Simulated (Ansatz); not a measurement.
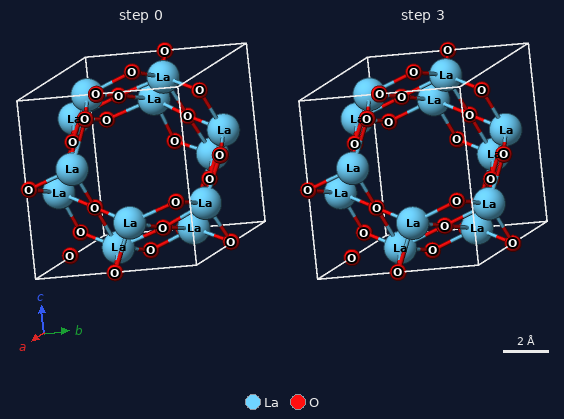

The structure of crystalline La2O3 (set up in P1) before (left) and after (right) a relaxation, at one scale.

A ball-and-stick model of the cell of the calculation, seen slightly off an axis.

Theory: DFT PBE, scalar-relativistic, plane waves, PAW in Ansatz 0.2.0.

Input file:
```yaml
crystal:
  lattice:
    - [-6.3714838384, 4.7e-09, -6.5735157773]
    - [3.1857419233, 5.5178668615, -6.5735157773]
    - [3.1857419152, -5.5178668662, -6.5735157773]
  atoms:
    - { symbol: La, position: [0.7492998429, 0.0863475237, 0.4174143193] }
    - { symbol: La, position: [0.5860457928, 0.90816078, 0.2534065041] }
    - { symbol: La, position: [0.4215443985, 0.7465053358, 0.0856971789] }
    - { symbol: La, position: [0.2535355218, 0.5806817263, 0.9055365658] }
    - { symbol: La, position: [0.0776154836, 0.4304796929, 0.7506833971] }
    - { symbol: La, position: [0.9148203968, 0.2576746728, 0.5755791625] }
    - { symbol: La, position: [0.4161713316, 0.0794724759, 0.7502818629] }
    - { symbol: La, position: [0.2461108549, 0.9137804443, 0.5797302858] }
    - { symbol: La, position: [0.0748321704, 0.7539287824, 0.4169339398] }
    - { symbol: La, position: [0.9226366324, 0.5818638395, 0.2516396439] }
    - { symbol: La, position: [0.7509693047, 0.4185893046, 0.0840101922] }
    - { symbol: La, position: [0.5888201782, 0.2526139828, 0.9133807864] }
    - { symbol: O, position: [0.5020278236, 0.9938251803, 0.495148352] }
    - { symbol: O, position: [0.3358241678, 0.8374032928, 0.334122112] }
    - { symbol: O, position: [0.1651617008, 0.6676214867, 0.1705485943] }
    - { symbol: O, position: [0.0027643508, 0.4954933774, -0.001426466] }
    - { symbol: O, position: [0.8328500666, 0.3345916452, 0.8297526129] }
    - { symbol: O, position: [0.6669348519, 0.167432688, 0.6737300778] }
    - { symbol: O, position: [0.3356201817, 0.8323163999, 0.8301444179] }
    - { symbol: O, position: [0.1656996564, 0.6684283193, 0.6579087252] }
    - { symbol: O, position: [1.0085894579, 0.4998285074, 0.4916083593] }
    - { symbol: O, position: [0.8304059687, 0.3365723882, 0.3332797641] }
    - { symbol: O, position: [0.6766741711, 0.1624981662, 0.1701260399] }
    - { symbol: O, position: [0.49733471, 0.0028285329, 0.0082058039] }
    - { symbol: O, position: [0.3331127743, 0.3295826246, 0.8404093262] }
    - { symbol: O, position: [0.1626577651, 0.1656459584, 0.6769334035] }
    - { symbol: O, position: [-0.0056064038, 0.0160624527, 0.5001304818] }
    - { symbol: O, position: [0.8314287158, 0.840479771, 0.3269728235] }
    - { symbol: O, position: [0.669906455, 0.6715682583, 0.154079664] }
    - { symbol: O, position: [0.4981494648, 0.5032862393, 0.9998567279] }
basis:
  ecutwfc: 420
  xc_grid: 2
kpoints:
  mp_grid: { grid: [2, 2, 2], shift: [0.5, 0.5, 0.5] }
hamiltonian:
  xc: pbe
scf:
  occupations: { method: gaussian, width: 0.02 }
output:
  forces: true
  stress: false
  eigenvalues: true
relax:
  adjacent_minimum: "off"
  f_tol: 0.03
  max_steps: 25
```

Launched with:
```bash
ansatz run input.yaml --threads 8 --pin off --max-ram 14336MiB --backend cpu --events-out ev --progress --plain --runs-dir out
```

> Summarise the run.

After 2 accepted moves (3 points after the start) the energy has fallen by 20.8 meV per atom. Largest force component: 1.4 eV/Å at the start, 0.027 eV/Å at the end. 1 step only repeated the SCF at the same geometry. The atom that moves furthest is O27 (0.13 Å along [1 −2 0]). Largest moves by element: O 0.13 Å, La 0.11 Å. The cell doesn't change. Some distances before and after: La4–O15 2.609 → 2.472 Å, La4–La5 3.165 → 3.287 Å, La6–O27 2.362 → 2.465 Å, La9–O27 2.571 → 2.468 Å. Bond angles that change, for instance: O16–La5–O21 143.1° → 136.4°, La1–O27–La8 173.3° → 179.8°, La6–O21–La9 174.2° → 179.9°. The space group stays P1 (No. 1).
